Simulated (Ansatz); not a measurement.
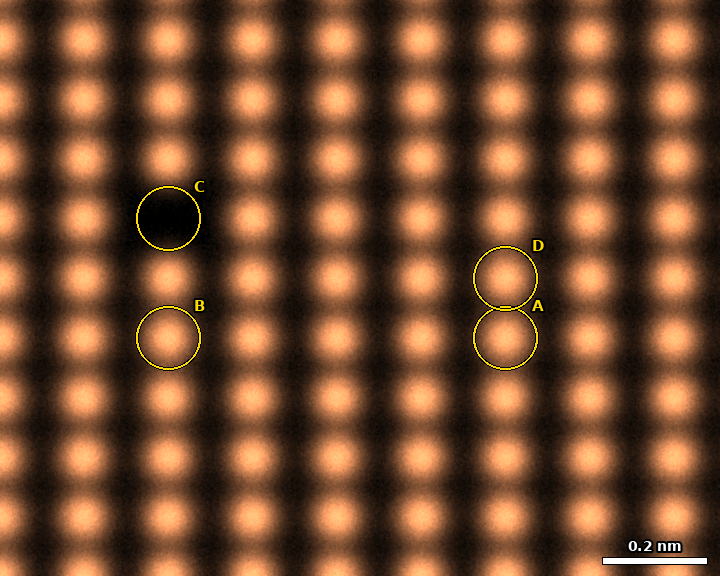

Dark-field STEM-like image of B (Im-3m, No. 229) along [110]. Simulation: incoherent imaging, intensity Z^1.7 per atom, probe width 0.72 Å, thin sample. The probe carries 15 % of its weight in a tail 2.5 times as wide. The display is stretched by a gamma of 0.8; percentages refer to the linear signal. Shot noise was added.

The sample is 1 repeat (3.3 Å) thick. One point defect was put into the perfect crystal, without relaxing the atoms around it. Brightness is counted from the darkest point of the image. Host structure: the geometry given to an electronic-structure calculation, possibly off equilibrium; the starting structure was generated, so it need not be a known form of this composition.

**Which ringed column holds the defect, and does it scatter more or less than its equals?**

C; it scatters less. The column holds 1 atom (B) through the sample, and one B atom is missing, so its peak vanishes.
